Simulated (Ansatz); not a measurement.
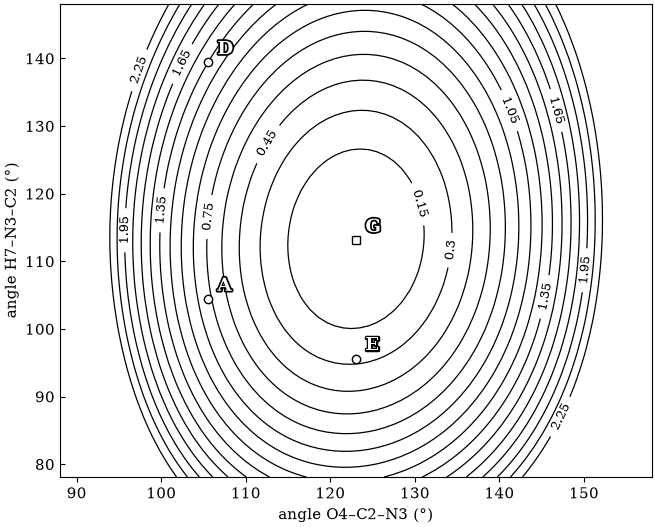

CH₄N₂O, SMILES NC(N)=O. First axis: angle O4–C2–N3. Second axis: angle H7–N3–C2. Nothing is relaxed (all other coordinates rigid). The scan uses a 9 × 9 grid. All energies are given in eV relative to the lowest grid point. The calculation used RKS r2SCAN-D4/def2-TZVP in Ansatz.

In the figure: contour lines labelled in eV (none above 2.25), lettered points. Between grid points the surface is interpolated.

> What kind of point is each of A, D, G: minimum, saddle, maximum or slope?

A: on a slope; D: on a slope; G: minimum. (In these two coordinates alone; a stationary point may lie a little off the grid point.)

> Rank the lettered points by energy, lowest first.

G (0.00 eV), E (0.27 eV), A (0.79 eV), D (1.35 eV).
